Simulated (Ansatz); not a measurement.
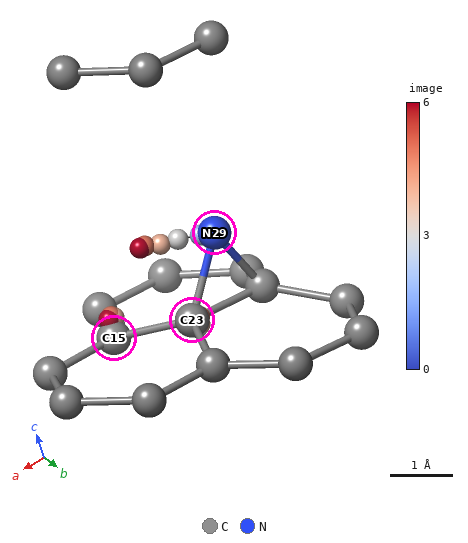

A nudged-elastic-band calculation for a defect cell of composition C28N (29 atoms in the cell). Images are numbered from 0 (start) to 6 (end). The start is drawn whole; smaller spheres mark the moving atoms (C, N) in the later images, joined by lines and coloured by the number of the image. Style: ball-and-stick. Shown: the atoms within 3.6 Å of the middle of the path, from a free direction. The atoms that move most are ringed. Bonds to atoms that aren't drawn are left out.

These are results of DFT PBE, scalar-relativistic, plane waves, PAW (Ansatz 0.2.0), not measurements. Settings: plane-wave cutoff 420 eV; k-point mesh 4 × 4 × 4; Gaussian smearing 0.1 eV; 5 movable images; climbing image.

What moves, how far, and at what cost in energy?

The N atom travels furthest, 1.23 Å from end to end, along [3 −2 0], on a path that bends up to 0.14 Å away from the straight line. At the highest image its nearest neighbour (C) is 1.46 Å away, against 1.46 Å at the start, and the surrounding atoms stand up to 0.20 Å off the mean of their end positions. Breaking: C–N (1.46 → 2.45 Å). Forming: C–N (2.45 → 1.46 Å). The barrier is about 1.02 eV in both directions, with image 3 at the top; the ends have the same energy. The band is converged.

Limits of the set-up: the cell has an odd number of electrons but was run without spin polarisation; the periodic images lie only 6.5 Å apart, so the values are limited by the cell's size.

The run took 64 min on 4 threads of Intel(R) Xeon(R) Processor @ 2.50GHz (Skylake/Cascade Lake) (shared host), peak memory 4.2 GiB.
